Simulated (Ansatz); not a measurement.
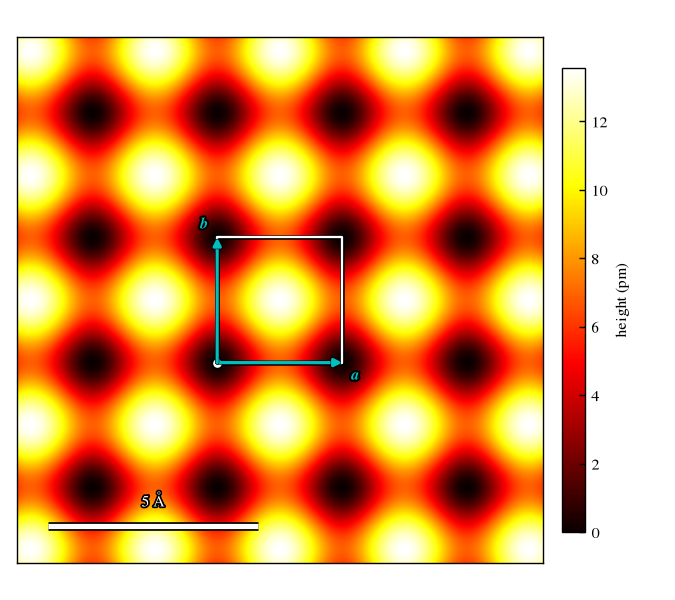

Constant-current image at a set point of 9.6 × 10⁻⁴ e/Å³ of AlRu(100) (Pm-3m bulk, 9 atomic planes (those closer than 0.6 Å count as one), 12 Å, Ru-terminated, slab composition Ru5Al4), sample bias +1.00 V. The white outline is the surface cell of the coordinates below, with its origin (dot) on a lattice point and its vectors a and b marked.

Images follow the Tersoff–Hamann model: the current is the local density of the sample's states between the Fermi level and the bias, at the tip's centre. Bias windows are sharp sums over the levels of the k mesh.

All numbers here come from DFT PBEsol, scalar-relativistic, plane waves, PAW in Ansatz 0.2.0. Cutoff 420 eV, 17 × 17 k-points, Gaussian smearing 0.1 eV, dipole correction. The slab is a cut without reconstruction beyond its cell, at the source's lattice constants, with its lower half held fixed and the rest relaxed. No spin polarisation. The run couldn't confirm all of its levels under its output density. The run warns that the functional's potential is rough in the thin density of the vacuum, where the tip is; weak contrasts and barriers may feel it.

```cif
data_structure
_symmetry_space_group_name_H-M 'P 1'
_symmetry_Int_Tables_number 1
_cell_length_a 2.9916
_cell_length_b 2.9916
_cell_length_c 31.9664
_cell_angle_alpha 90.000
_cell_angle_beta 90.000
_cell_angle_gamma 90.000
_cell_volume 286.09
loop_
_atom_site_label
_atom_site_type_symbol
_atom_site_fract_x
_atom_site_fract_y
_atom_site_fract_z
_atom_site_occupancy
Ru1 Ru 0.50000 0.50000 0.31283 1
Al1 Al 0.00000 0.00000 0.35962 1
Ru2 Ru 0.50000 0.50000 0.40641 1
Al2 Al 0.00000 0.00000 0.45321 1
Ru3 Ru 0.50000 0.50000 0.49861 1
Al3 Al 0.00000 0.00000 0.54386 1
Ru4 Ru 0.50000 0.50000 0.59079 1
Al4 Al 0.00000 0.00000 0.63616 1
Ru5 Ru 0.50000 0.50000 0.67936 1
```

The last single point, restarted from the relaxation's density, took 4.2 min on 1 thread of Arm Neoverse N1, on a shared host, peak memory 0.76 GiB.

Which atoms or sites appear bright, which dark, and how strong is the contrast?

The brightest spots lie over the top Ru atoms; the darkest points are over the Al atoms 1.4 Å below the top plane. The corrugation is 14 pm at a mean tip height of 3.0 Å.
